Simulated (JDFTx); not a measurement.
# A series of single points on Ca

System: Ca (1 atom in the cell).
Method: Kohn-Sham DFT of a periodic cell, LDA, PseudoDojo-SR-LDA-0.4.1-standard, no spin polarisation (JDFTx 1.7.0 (patched build)).

The 7 runs differ only in the geometry, by an even scaling of the cell at fixed fractional positions. The structure derives from an entry of the Crystallography Open Database.

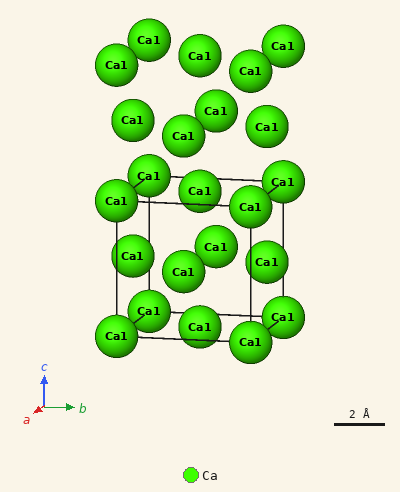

Figure 1. The structure of run 4 (spheres-only view of the cell 4 times as large as that of the calculation, set on its symmetry axes, repeated 1 × 1 × 2, seen slightly off an axis; atoms are numbered from 1 in the order of the input). An atom can appear more than once, as a periodic image.

## Input of run 4
```
lattice Face-Centered Cubic 10.5605454749
coords-type Lattice
ion Ca     0.0000000000     0.0000000000     0.0000000000 1

ion-species pseudo/Ca.upf
elec-cutoff 36
elec-ex-corr lda-PW
kpoint-folding 8 8 8
elec-smearing Fermi 0.0018374661
elec-n-bands 10
electronic-SCF nIterations 100 energyDiffThreshold 1e-09
electronic-minimize nIterations 30 energyDiffThreshold 1e-7
forces-output-coords Cartesian

dump-name run.$VAR
dump End Ecomponents EigStats BandEigs Kpoints Forces Stress
```

Command:
```bash
jdftx -c 1 -i Ca.in -o Ca.out
```

Lattice vectors (Å) and fractional positions of run 4:
```
   0.000000    2.794200    2.794200
   2.794200    0.000000    2.794200
   2.794200    2.794200    0.000000
Ca  0.000000  0.000000  0.000000
```

Run 2 has the same physical settings and fractional positions; its lattice vectors (Å) are:
```
   0.000000    2.756436    2.756436
   2.756436    0.000000    2.756436
   2.756436    2.756436    0.000000
```

## Results, with one run withheld

| run | volume per atom (Å³) | free energy per atom, from the lowest run given (meV) | pressure (GPa) |
| --- | --- | --- | --- |
| 1 | 41.014 | 0.00 | −1.33 |
| 2 | 41.886 | ? | ? |
| 3 | 42.759 | 17.67 | −1.90 |
| 4 | 43.632 | 28.70 | −2.15 |
| 5 | 44.504 | 41.02 | −2.38 |
| 6 | 45.377 | 54.51 | −2.58 |
| 7 | 46.250 | 69.04 | −2.76 |

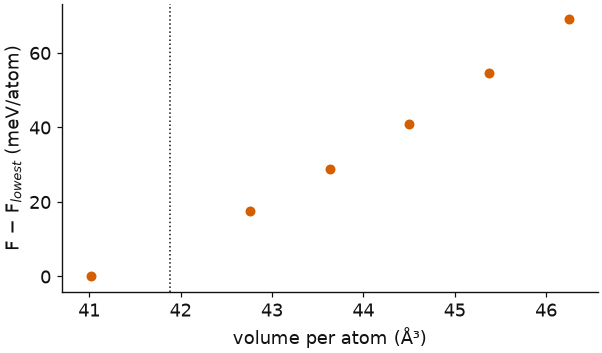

Figure 2. Free energy per atom of the runs given; the dotted line marks run 2.

Estimate the energy of run 2 from the others.

A cubic polynomial in V^(−2/3) (the Birch–Murnaghan form), fitted to the 6 runs given, misses them by at most 0.01 meV per atom. With x = V^(−2/3) − 0.08040 Å⁻², it reads F = 31.874 − 11290 x + 7.2454e+05 x² − 2.3073e+06 x³ (meV per atom). At run 2 it gives 8.04 meV per atom, and the run itself gives 8.05. The slope of the fit gives a pressure −dF/dV of −1.63 GPa there, and the run prints −1.64 GPa. The fit has no minimum inside this range.

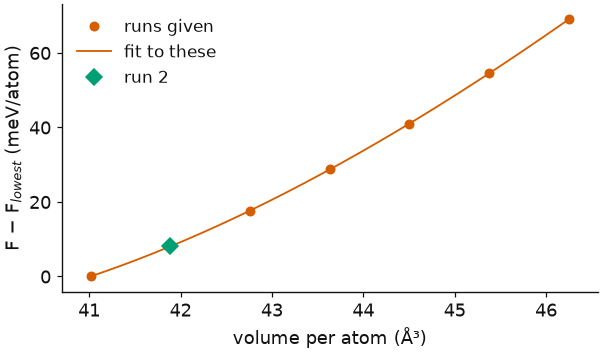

Figure 3. The fit and the withheld run.

## Some lines of the output (run 2)
```
[...]
unit cell volume = 282.664
     Etot =      -36.9366266444630753
        F =      -36.9370369552899476
	HOMO-LUMO gap: +0.002174
	Optical gap  : +0.019159 at state 25 ( [ +0.125000 +0.375000 -0.375000 ] spin 0 )
```
